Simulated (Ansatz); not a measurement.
GaP: geometry relaxation

- system: GaP (I4mm, 2 atoms in the cell)
- method: DFT PBE, scalar-relativistic, plane waves, PAW, no spin polarisation (Ansatz 0.2.0)

The structure was built on a prototype by a generator; it need not be a known phase. It belongs to a series of runs on one base structure; here: random cell with space group Cmc2_1 (No. 36). Figures and captions count atoms from 1; the log counts them from 0 in places.

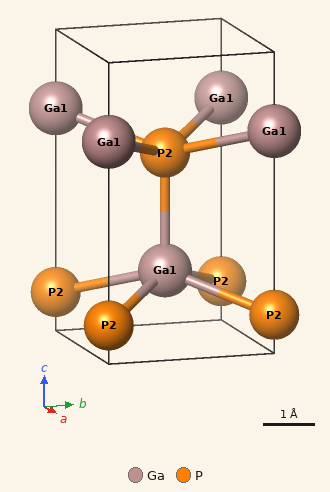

*The input geometry (ball-and-stick view of the cell 2 times as large as that of the calculation, set on its symmetry axes, seen slightly off an axis; atoms are numbered from 1 in the order of the input).*

## Input file
```yaml
crystal:
  lattice:
    - [-1.7305814086, 1.7305814086, 3.0646159685]
    - [1.7305814086, -1.7305814086, 3.0646159685]
    - [1.7305814086, 1.7305814086, -3.0646159685]
  atoms:
    - { symbol: Ga, position: [0.7377122559, 0.7377122559, 0.0] }
    - { symbol: P, position: [0.1282879603, 0.1282879603, 0.0] }
basis:
  ecutwfc: 420
kpoints:
  mp_grid: { grid: [22, 22, 22] }
hamiltonian:
  xc: pbe
scf:
  occupations: { method: gaussian, width: 0.1 }
output:
  forces: true
  stress: true
  eigenvalues: true
relax:
  adjacent_minimum: "off"
  f_tol: 0.01
  max_steps: 80
  cell: { stress_tol: 0.05 }
```

Hardware: 1 thread of Intel Xeon (Granite Rapids), 176 GiB of memory available, shared host.

Command:
```bash
ansatz run input.yaml --threads 1 --pin off --max-ram 2560MiB --backend cpu --events-out ev --progress --plain --runs-dir out
```

## The program's output
```
Engine: ansatz 0.2.0, x86_64-unknown-linux-gnu
Pseudopotentials: kind: paw
Pseudopotential: Ga, paw, valence charge 13, recommended cutoff 420 eV (normal), Ga.paw.azcp
Pseudopotential: P, paw, valence charge 5, recommended cutoff 420 eV (normal), P.paw.azcp
Functional definition: PBE
  parameter kappa = 0.804
  parameter beta = 0.06672455060314922
  exchange = pbe_x(kappa = kappa, mu = beta*pi^2/3)
  correlation = pbe_c(beta = beta)
Crystal: 2 atoms, lattice volume = 36.713 Å³
Basis set: ecut = 420 eV, 739 PW (Γ), exchange–correlation on 54×54×54 points (8 copies of the dense FFT grid, shifted against one another)
Bands: 13, of which v1, the nominal top of the filled ones, is band 9 counted from 1 (8 counted from 0)
Symmetry: 8 space group operations
Space group: I4mm (ITA 107), of the structure as read, at distance tolerance 3.3e-5 Å
k-points: 834 of 10648 (time reversal used)
Non-local potential: Ga, projectors of the file, l = 0: 2, l = 1: 2, l = 2: 3, l = 3: 1
Non-local potential: P, projectors of the file, l = 0: 2, l = 1: 2, l = 2: 2
PAW form: soft (Blöchl's): semilocal exchange-correlation on the pseudo side does not see the compensation charge
PAW one-centre angular grid: Ga, 590 points (default); XC on 64 Gauss nodes
PAW one-centre angular grid: P, 110 points (default); XC on 64 Gauss nodes
Initial density: superposition of atomic densities (neutral atoms: chi_scale 0, normalization atom), corrected by the library's trained network
Initial wavefunctions: pseudopotential atomic-orbital guess
Functional: x = pbe(κ = 0.804, μ = 0.2195149727645171), c = pbe(β = 0.06672455060314922)
SCF iter   1: F=—  HF=-4538.877049 eV  |F-HF|=—  |Δ(HF+E_count)|=         —  Δρ=2.57e-3  dr2=3.61e-3  ethr=1.77e-3  ⟨swp⟩=6.0  Hψ=69193  notcnv=0
preconditioner: auto → Kerker (q_TF=auto, 2.423 Å⁻¹)  [metal: Δε(μ)=0.004 eV  Ē_g=15.440 eV  σ=0.100 eV  W_gap=0.02  n_scr=10 (ndim 8)  ℏωp=26.0 eV  f_vac=0.000  D(μ)=0.83/eV (n_scr^D=0)]
SCF iter   2: F=—  HF=-4538.875824 eV  |F-HF|=—  |Δ(HF+E_count)|=   1.23e-3  Δρ=1.72e-3  dr2=1.05e-3  ethr=2.00e-5  ⟨swp⟩=2.2  Hψ=21829  notcnv=0
SCF iter   3: F=—  HF=-4538.875768 eV  |F-HF|=—  |Δ(HF+E_count)|=   5.61e-5  Δρ=7.58e-4  dr2=1.93e-4  ethr=5.82e-6  ⟨swp⟩=2.4  Hψ=18134  notcnv=0
SCF iter   4: F=—  HF=-4538.875606 eV  |F-HF|=—  |Δ(HF+E_count)|=   1.62e-4  Δρ=2.94e-4  dr2=2.08e-5  ethr=1.07e-6  ⟨swp⟩=2.0  Hψ=18458  notcnv=0
SCF iter   5: F=—  HF=-4538.875605 eV  |F-HF|=—  |Δ(HF+E_count)|=   8.13e-7  Δρ=9.09e-5  dr2=4.43e-6  ethr=1.16e-7  ⟨swp⟩=2.4  Hψ=18145  notcnv=0
SCF iter   6: F=—  HF=-4538.875606 eV  |F-HF|=—  |Δ(HF+E_count)|=   8.40e-7  Δρ=2.93e-5  dr2=3.47e-7  ethr=2.46e-8  ⟨swp⟩=2.7  Hψ=17283  notcnv=0
SCF iter   7: F=-4538.875606 eV  HF=-4538.875606 eV  |F-HF|=5.50e-8  |Δ(HF+E_count)|=   8.10e-8  Δρ=1.53e-5  dr2=4.95e-8  ethr=5.56e-10  ⟨swp⟩=6.9  Hψ=53441  notcnv=0
SCF 1 converged in 7 iterations: F = -4538.875606 eV  dr2 = 4.95e-8
  greatest PAW one-centre occupation: 0.994 electrons in one spin orbital (limit 2), on the Ga atom at site 0 (counted from 0), in its partial waves of l = 2
relax step   1: F+E_penalty+E_count = -4538.87560619 eV  Δ(F+E_penalty+E_count) = +0.000e0 eV  max|allowed force component| = 1.038e-2 eV/Å  Δτ_max = 0.0000 Å  P = +0.248 GPa  Ω = 36.713 Å³  (7 SCF iters, dr2 threshold 1.00e-7 eV, accepted)
Crystal: 2 atoms, lattice volume = 36.823 Å³
Initial density: handed on by an earlier stage of this run
Initial wavefunctions: those handed on with the density
iter 1 solved again at ethr=1.70e-7 eV; its pass at ethr=3.10e-3 eV (dr2=3.05e-5 eV) is discarded
SCF iter   1: F=—  HF=-4538.875853 eV  |F-HF|=—  |Δ(HF+E_count)|=         —  Δρ=3.82e-4  dr2=3.60e-5  ethr=1.70e-7  ⟨swp⟩=3.0  Hψ=74963  notcnv=0
preconditioner: auto → Kerker (q_TF=auto, 2.421 Å⁻¹)  [metal: Δε(μ)=0.014 eV  Ē_g=15.407 eV  σ=0.100 eV  W_gap=0.08  n_scr=10 (ndim 8)  ℏωp=26.0 eV  f_vac=0.000  D(μ)=0.84/eV (n_scr^D=0)]
SCF iter   2: F=—  HF=-4538.875847 eV  |F-HF|=—  |Δ(HF+E_count)|=   5.32e-6  Δρ=2.15e-4  dr2=1.31e-5  ethr=1.70e-7  ⟨swp⟩=1.0  Hψ=10848  notcnv=0
SCF iter   3: F=—  HF=-4538.875844 eV  |F-HF|=—  |Δ(HF+E_count)|=   3.14e-6  Δρ=3.30e-5  dr2=5.03e-7  ethr=7.28e-8  ⟨swp⟩=2.3  Hψ=13692  notcnv=0
SCF iter   4: F=-4538.875844 eV  HF=-4538.875844 eV  |F-HF|=1.88e-7  |Δ(HF+E_count)|=   1.12e-7  Δρ=1.85e-5  dr2=1.10e-7  ethr=1.11e-9  ⟨swp⟩=7.1  Hψ=58294  notcnv=0
SCF 2 converged in 4 iterations: F = -4538.875844 eV  dr2 = 1.10e-7
  greatest PAW one-centre occupation: 0.995 electrons in one spin orbital (limit 2), on the Ga atom at site 0 (counted from 0), in its partial waves of l = 2
relax step   2: F+E_penalty+E_count = -4538.87584401 eV  Δ(F+E_penalty+E_count) = -2.378e-4 eV  max|allowed force component| = 1.180e-2 eV/Å  Δτ_max = 0.0029 Å  P = +0.069 GPa  Ω = 36.823 Å³  energy of the carried Pulay correction = -2.861e-5 eV  (4 SCF iters, dr2 threshold 2.00e-7 eV, accepted)
Crystal: 2 atoms, lattice volume = 36.857 Å³
iter 1 solved again at ethr=9.92e-9 eV; its pass at ethr=3.10e-3 eV (dr2=1.79e-6 eV) is discarded
SCF iter   1: F=—  HF=-4538.875855 eV  |F-HF|=—  |Δ(HF+E_count)|=         —  Δρ=6.84e-5  dr2=2.27e-6  ethr=9.92e-9  ⟨swp⟩=3.0  Hψ=73345  notcnv=0
preconditioner: auto → Kerker (q_TF=auto, 2.421 Å⁻¹)  [metal: Δε(μ)=0.001 eV  Ē_g=15.402 eV  σ=0.100 eV  W_gap=0.00  n_scr=10 (ndim 8)  ℏωp=25.9 eV  f_vac=0.000  D(μ)=0.84/eV (n_scr^D=0)]
SCF iter   2: F=—  HF=-4538.875855 eV  |F-HF|=—  |Δ(HF+E_count)|=   3.11e-7  Δρ=3.95e-5  dr2=8.17e-7  ethr=9.92e-9  ⟨swp⟩=2.0  Hψ=18325  notcnv=0
SCF iter   3: F=—  HF=-4538.875855 eV  |F-HF|=—  |Δ(HF+E_count)|=   1.53e-7  Δρ=1.32e-5  dr2=5.33e-8  ethr=4.11e-10  ⟨swp⟩=4.7  Hψ=59261  notcnv=0
SCF iter   4: F=-4538.875855 eV  HF=-4538.875855 eV  |F-HF|=9.50e-10  |Δ(HF+E_count)|=   4.45e-8  Δρ=5.02e-6  dr2=7.28e-9  ethr=2.96e-10  ⟨swp⟩=4.5  Hψ=37694  notcnv=0
SCF 3 converged in 4 iterations: F = -4538.875855 eV  dr2 = 7.28e-9
relax step   3: F+E_penalty+E_count = -4538.87585462 eV  Δ(F+E_penalty+E_count) = -1.062e-5 eV  max|allowed force component| = 1.370e-3 eV/Å  Δτ_max = 0.0002 Å  P = -0.004 GPa  Ω = 36.857 Å³  energy of the carried Pulay correction = -3.749e-5 eV  (4 SCF iters, dr2 threshold 7.40e-8 eV, accepted)
Initial wavefunctions: pseudopotential atomic-orbital guess (no wavefunctions were taken with the density)
iter 1 solved again at ethr=5.23e-7 eV; its pass at ethr=3.10e-3 eV (dr2=9.41e-5 eV) is discarded
SCF iter   1: F=—  HF=-4538.875892 eV  |F-HF|=—  |Δ(HF+E_count)|=         —  Δρ=8.37e-6  dr2=1.14e-8  ethr=5.23e-7  ⟨swp⟩=3.2  Hψ=95202  notcnv=0
eigensolver tolerance schedule: the retry pair's looser diagonalisation over-reported the residual by 8259.54 of it (diagonalisation noise at an unbounded share of the residual, at the tolerance the schedule requests for it); recorded, not acted on — ethr = c·dr2/N_el stays at c = 1.0e-1
SCF iter   2: F=—  HF=-4538.875892 eV  |F-HF|=—  |Δ(HF+E_count)|=   3.29e-8  Δρ=5.57e-6  dr2=6.06e-9  ethr=6.33e-11  ⟨swp⟩=3.3  Hψ=21823  notcnv=0
SCF iter   3: F=—  HF=-4538.875892 eV  |F-HF|=—  |Δ(HF+E_count)|=   3.28e-9  Δρ=1.29e-6  dr2=6.67e-10  ethr=3.36e-11  ⟨swp⟩=2.0  Hψ=18937  notcnv=0
SCF iter   4: F=—  HF=-4538.875892 eV  |F-HF|=—  |Δ(HF+E_count)|=  1.96e-10  Δρ=5.29e-7  dr2=1.21e-10  ethr=3.70e-12  ⟨swp⟩=2.0  Hψ=18431  notcnv=0
SCF iter   5: F=—  HF=-4538.875892 eV  |F-HF|=—  |Δ(HF+E_count)|=  7.37e-11  Δρ=3.01e-7  dr2=4.07e-11  ethr=1.00e-12  ⟨swp⟩=2.1  Hψ=16335  notcnv=0
SCF iter   6: F=-4538.875892 eV  HF=-4538.875892 eV  |F-HF|=3.64e-12  |Δ(HF+E_count)|=  1.18e-11  Δρ=6.43e-8  dr2=2.26e-12  ethr=1.00e-12  ⟨swp⟩=6.7  Hψ=51132  notcnv=0
SCF 4 converged in 6 iterations: F = -4538.875892 eV  dr2 = 2.26e-12
relax step   4: F+E_penalty+E_count = -4538.87589220 eV  Δ(F+E_penalty+E_count) = -3.757e-5 eV  max|allowed force component| = 1.360e-3 eV/Å  Δτ_max = 0.0000 Å  P = -0.003 GPa  Ω = 36.857 Å³  stress off target by 9.30e-3 GPa  SCF on the basis re-selected at this cell (its energy is not comparable with the rows above)  (6 SCF iters)
```

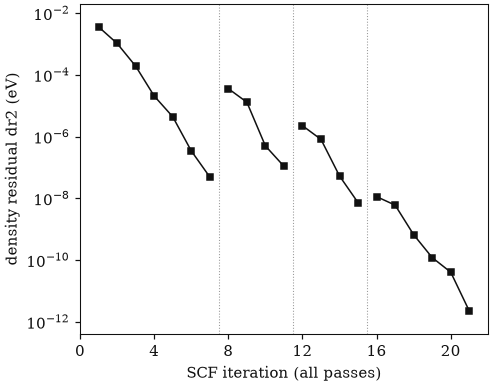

*Convergence of the self-consistent field: density residual dr2 against the SCF iteration. The dotted lines part the SCF passes of the relaxation: geometry steps, rejected trials and re-solves on a re-selected basis.*

The passes take 7, 4, 4 and 6 iterations.

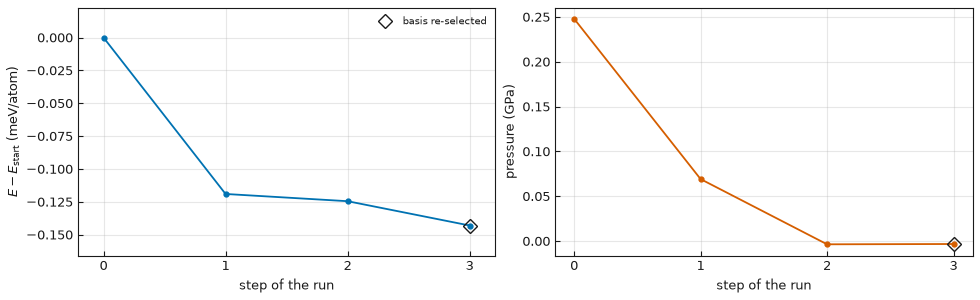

*Progress of the relaxation, step by step (the first geometry is step 0 here and step 1 in the log).*

The energy falls by 0.1 meV per atom in 2 geometry steps. Largest force component: 0.01 eV/Å at the start, 0.0014 eV/Å at the end. Pressure: 0.25 GPa at the start and 0.00 GPa at the end. No atom moves by more than 0.005 Å relative to the cell. The volume changes by +0.4 %, with a = b 3.461 → 3.460 Å (0.0 %), c 6.129 → 6.158 Å (+0.5 %). Among the contacts that change: Ga1–P2 2.394 → 2.400 Å. The space group stays I4mm (No. 107). A last SCF at the same geometry on a re-selected plane-wave basis shifts the energy by next to nothing (0.0 meV per atom). (Atoms are counted from 1 in the order of the input.)

```
basis re-selected at this cell: Δ(F+E_penalty+E_count) = -3.757e-5 eV, ΔP = +0.000 GPa vs the last step (what re-selecting the basis moved, of the pressure what is left beyond the Pulay correction that the steps carried, after the strain that the cell walked since its last selection, with what the two solves' SCF thresholds leave and, on support functions, any second-order correction that the steps lacked; it is no measure of the basis error at this ecutwfc). This SCF's stress stands 9.30e-3 GPa from its target on what of the cell is left free (relax.cell.stress_tol is 5.00e-2 GPa) and its largest allowed force component is 1.36e-3 eV/Å (relax.f_tol is 1.00e-2 eV/Å): within both
SCF converged after 6 iterations
Free energy (F): -4538.875892 eV
Harris-Foulkes:  -4538.875892 eV  (|F-HF|=3.64e-12)
Internal energy: -4538.871701 eV  (E = F + TS)
E sigma→0 (E₀):  -4538.873797 eV
Entropy (-TS):   -0.004191 eV (-2.096 meV/atom)
Fermi energy:    8.367288 eV
--- Per-component energies (eV) ---
  E_band       = -37.041112
  E_kinetic    = 184.920284
  E_local      = -2071.218826  (includes V_loc(G=0)·N_el)
  E_nonlocal   = 458.789143
  E_hartree    = 963.953769
  E_xc         = -130.104501
  E_vxc        = -118.174609  (∫ρ·V_xc dr)
  E_paw        = -2558.450996  (= ΣΔE_a)
  E_vpaw       = -419.264551  (= ΣTr[D̂ρ^β])
  E_aug_tail   = -0.000112  (compensation charges beyond the density's cutoff)
  E_ewald      = -1386.760461
  E_smearing   = -0.004191  (= −TS)
  E_closure    = 0.000000  (closes the sum)
  Σ components = -4538.875892   (vs F -4538.875892, Δ=0.00e0)
--- Forces (eV/Å), atoms counted from 1 ---
  atom   1  Ga     0.00000000     0.00000000    -0.00136000
  atom   2  P     -0.00000000     0.00000000     0.00136014
  max |Σ_I F_I| component: 1.37e-7 eV/Å
--- Stress (GPa, compression-positive) ---
       -0.009298       0.000000      -0.000000
        0.000000      -0.009298      -0.000000
       -0.000000      -0.000000       0.008804
  P = ⅓ Tr σ = -0.0033 GPa (-0.033 kbar)
--- Band table (eV; the first three rows and the last of 834) ---
  k-point 0: bands = ["-6.3327", "-6.3055", "-6.2713", "-6.2583", "-6.2583", "-4.5448", "8.1789", "8.2596", "8.2596", "9.5046", "12.4224", "14.5116", "14.5116"]
  k-point 1: bands = ["-6.3311", "-6.3035", "-6.2737", "-6.2591", "-6.2583", "-4.4991", "7.7697", "8.1241", "8.1369", "10.0248", "12.4960", "14.2952", "14.4536"]
  k-point 2: bands = ["-6.3268", "-6.2977", "-6.2812", "-6.2612", "-6.2582", "-4.3617", "6.9966", "7.8103", "7.9612", "10.8395", "12.7628", "13.8499", "14.2980"]
  k-point 833: bands = ["-6.4475", "-6.3189", "-6.2636", "-6.2208", "-6.2208", "-2.3344", "1.5216", "6.7727", "6.7727", "8.4330", "12.6162", "18.5921", "19.5951"]
--- Relaxed structure (3 steps of the walk, 3 accepted, 1 SCFs on fresh bases) ---
  F+E_penalty+E_count = -4538.87589220 eV   max|allowed force component| = 1.360e-3 eV/Å   (the final SCF, on the basis selected at the relaxed cell)
  cell:  # Å, volume = 36.8575 Å³
    - [-1.7298976856100354, 1.7298976856100354, 3.079107453388206]
    - [1.7298976856100354, -1.7298976856100354, 3.079107453388206]
    - [1.7298976856100354, 1.7298976856100354, -3.079107453388206]
  atoms:
    - { symbol: Ga, position: [0.7381617545543948, 0.7381617545543948, -3.1119330029426674e-33] }
    - { symbol: P, position: [0.12783846164560514, 0.12783846164560514, -1.2386674590014115e-33] }
```

## Trajectory as extended XYZ (Å, eV, eV/Å), 4 frames, from step=1 to step=4
```
2
Lattice="-1.7306 1.7306 3.0646 1.7306 -1.7306 3.0646 1.7306 1.7306 -3.0646" Properties=species:S:1:pos:R:3:forces:R:3 step=1 energy=-4538.87561 pressure_GPa=0.25
Ga    0.0000    0.0000    4.5216    0.0000   0.0000  -0.0104
P     0.0000    0.0000    0.7863    0.0000   0.0000   0.0104
2
Lattice="-1.7298 1.7298 3.0766 1.7298 -1.7298 3.0766 1.7298 1.7298 -3.0766" Properties=species:S:1:pos:R:3:forces:R:3 step=2 energy=-4538.87584 pressure_GPa=0.07
Ga    0.0000    0.0000    4.5422    0.0000   0.0000  -0.0118
P     0.0000    0.0000    0.7864    0.0000   0.0000   0.0118
2
Lattice="-1.7299 1.7299 3.0791 1.7299 -1.7299 3.0791 1.7299 1.7299 -3.0791" Properties=species:S:1:pos:R:3:forces:R:3 step=3 energy=-4538.87586 pressure_GPa=-0.00
Ga    0.0000    0.0000    4.5458    0.0000   0.0000  -0.0014
P     0.0000    0.0000    0.7873    0.0000   0.0000   0.0014
2
Lattice="-1.7299 1.7299 3.0791 1.7299 -1.7299 3.0791 1.7299 1.7299 -3.0791" Properties=species:S:1:pos:R:3:forces:R:3 step=4 energy=-4538.87589 pressure_GPa=-0.00
Ga    0.0000    0.0000    4.5458    0.0000   0.0000  -0.0014
P     0.0000    0.0000    0.7873    0.0000   0.0000   0.0014
```

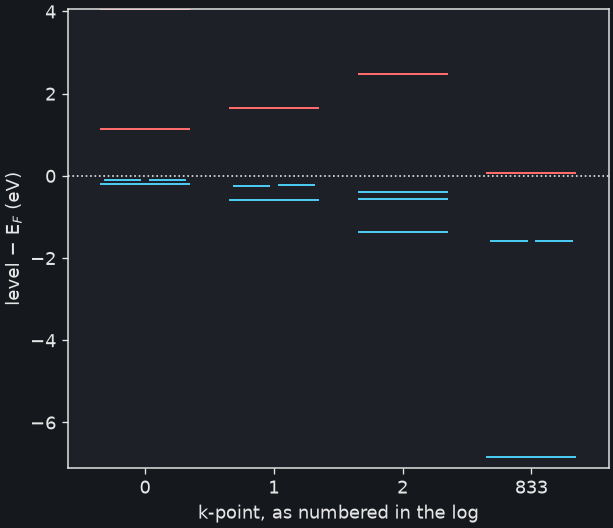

*Kohn–Sham levels near the Fermi level (dotted) at the few k-points that the log prints; levels within 0.02 eV of each other stand side by side.*

The system is metallic on the full mesh.

## Key numbers

```json
{"quantity": "outcome", "value": "converged"}
{"quantity": "space group (tolerance 0.01 Å)", "value": "I4mm (107)"}
{"quantity": "electrons treated", "value": "18"}
{"quantity": "free energy", "value": "−4538.8759 eV"}
{"quantity": "Fermi energy", "value": "8.367 eV"}
{"quantity": "gap on the k-point mesh", "value": "none (metallic)"}
{"quantity": "pressure", "value": "0.00 GPa"}
{"quantity": "final volume", "value": "36.86 Å³"}
{"quantity": "largest force (length of the vector) at the end", "value": "0.001 eV/Å"}
{"quantity": "final cell", "value": "a = 3.933 Å, b = 3.933 Å, c = 3.933 Å, α = 127.81°, β = 127.81°, γ = 76.94°"}
{"quantity": "wall time", "value": "1.7 min"}
{"quantity": "peak memory", "value": "0.82 GiB"}
```
